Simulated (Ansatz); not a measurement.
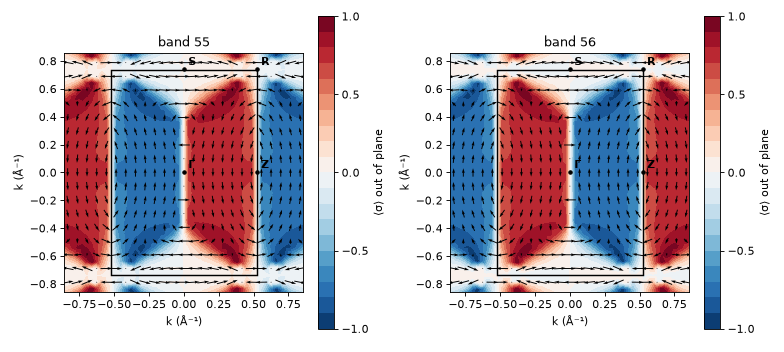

Spin texture of PbF2 in space group Aea2 in the plane k₃ = 0, seen along b₁ × b₂: arrows give the in-plane part of ⟨σ⟩, colours the part out of the plane.

The calculation used Ansatz, DFT LDA, spin-orbit coupling, plane waves, PAW; levels and slopes on a dense k mesh at the converged density. Non-magnetic. Mesh 30×30×1, interpolated with the band slopes. The geometry was not relaxed (residual pressure −7 GPa). The cell comes from a database of computed structures, not from a measurement.

### Describe the spin texture.

Band 55 (valence band): the spin expectation value has a mean length of 0.9, partly in and partly out of the plane; near Γ it winds clockwise, at right angles to k (Rashba-like). Band 56 (valence band): the spin expectation value has a mean length of 0.9, partly in and partly out of the plane; near Γ it winds anticlockwise, at right angles to k (Rashba-like).

### Why are these bands spin-split?

The structure has no inversion centre, so spin-orbit coupling splits the pair at general k (symmetry can keep it degenerate on some lines and at time-reversal-invariant points), and the spin at −k is opposite to that at k. Bands 55 and 56 lie up to 0.02 eV apart in this plane.
